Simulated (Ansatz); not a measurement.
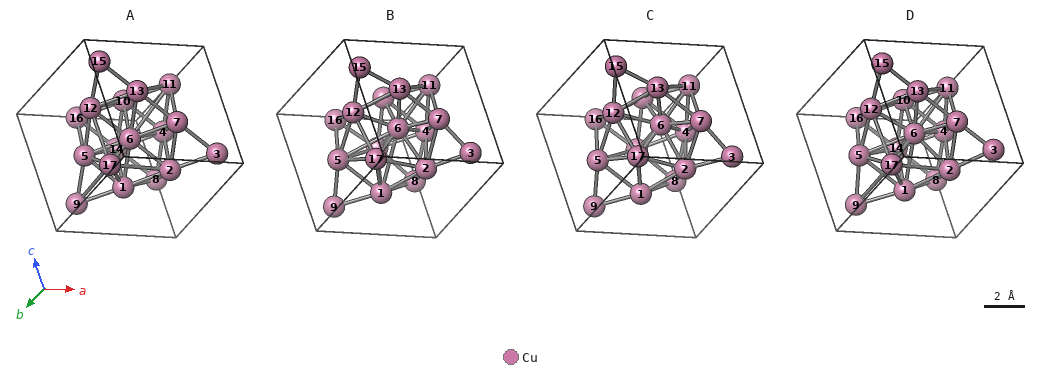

4 geometries from one relaxation of a defect cell of composition Cu, in shuffled order. Style: ball-and-stick. Shown: the cell of the calculation (origin shifted), from a free direction.

Case: Cu interstitial, charge +0, atoms relaxed at the host's cell.

Theory: DFT PBE, scalar-relativistic, plane waves, PAW (Ansatz 0.2.0). Settings: plane-wave cutoff 420 eV; k-point mesh 5 × 5 × 5; occupations gaussian; smearing width 0.1 eV; no spin polarisation; atoms relaxed in a fixed cell; force threshold 0.025 eV/Å; at most 45 steps.

Q: Order the frames from highest to lowest energy.

A: A, D, B, C. They are steps 0, 2, 4, 6, at +9.366 eV per cell of the calculation, +0.558 eV per cell of the calculation, +0.112 eV per cell of the calculation relative to the last. Over 6 geometry steps the energy falls by 9.366 eV per cell of the calculation. The largest force component goes from 16 to 0.014 eV/Å. The atom that moves furthest is Cu6 (0.92 Å along [3 −1 3]). The cell doesn't change. Among the contacts that change: Cu5–Cu6 2.490 → 3.676 Å, Cu1–Cu6 2.559 → 3.677 Å, Cu3–Cu6 2.637 → 3.675 Å, Cu6–Cu11 3.520 → 2.571 Å. Bonds break: Cu11–Cu17 (1.97 → 2.60 Å), Cu1–Cu6 (2.56 → 3.68 Å), Cu3–Cu6 (2.64 → 3.67 Å), Cu5–Cu6 (2.49 → 3.68 Å).

Limits of the set-up: the periodic images lie only 6.3 Å apart, so the values are limited by the cell's size.
